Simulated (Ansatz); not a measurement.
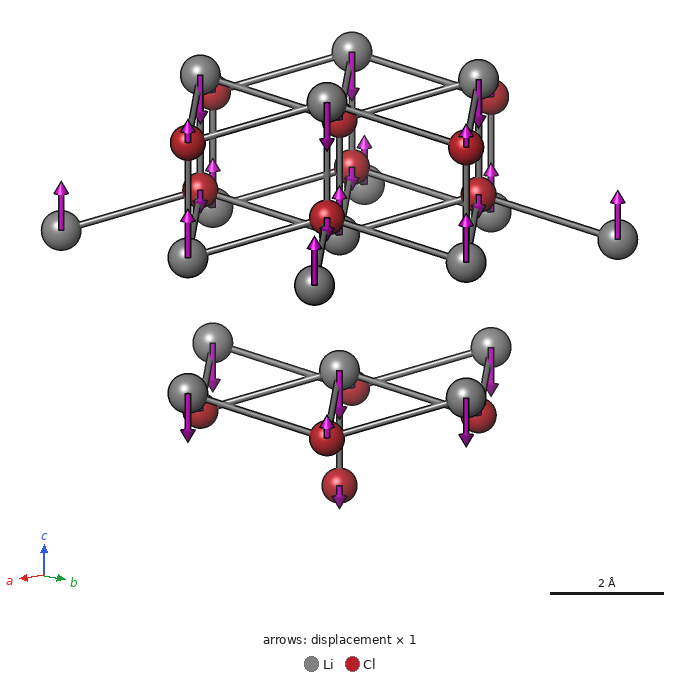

This is a relaxation of a crystal of LiCl (built on the HgF-139 type type). The starting structure is drawn; purple arrows show the displacements (the part carried along by the change of the cell is left out), at their true length.

A ball-and-stick model of the atoms within 5.0 Å of the atom that moves most (axes of the conventional cell (2 times the calculation's cell)), seen from a free direction. Lengths and directions refer to the drawn axes.

Theory: DFT, PBEsol, plane waves, PAW in Ansatz. (plane-wave cutoff 420 eV; k-point mesh 8 × 8 × 8; occupations fermi dirac; smearing width 0.03 eV; no spin polarisation; cell and atoms relaxed; force threshold 0.01 eV/Å; at most 120 steps)

**Which element moves most?**

Lithium: up to 0.91 Å, against 0.44 Å for chlorine.

**Describe the change and its energy.**

The largest moves relative to the cell, 0.91 Å, are those of Li atoms. By element the largest moves are Li 0.91 Å, Cl 0.44 Å. The drawn cell changes as follows: a = b 3.518 → 3.475 Å (−1.2 %), c 10.620 → 14.817 Å (+39.5 %); the volume changes by +36.1 %. Some distances before and after: Li–Li 2.453 → 5.240 Å, Cl–Cl 2.813 → 3.661 Å, Cl–Li 2.085 → 2.441 Å, Cl–Li 2.604 → 2.472 Å. Bond angles that change, for instance: Cl–Li–Cl 72.8° → 96.3°, Li–Cl–Li 107.2° → 83.7°, Cl–Li–Cl 145.5° → 167.3°. The space group stays I4/mmm (No. 139). Over 13 accepted moves (15 points after the start) the energy falls by 709 meV per atom. Largest force component: 4.4 eV/Å at the start, 0.00031 eV/Å at the end. The pressure goes from 10.28 to 0.01 GPa. The SCF was repeated twice at an unchanged geometry on a basis and grid sized afresh for the cell, which shifted the energy by 2.4 meV per atom at most.
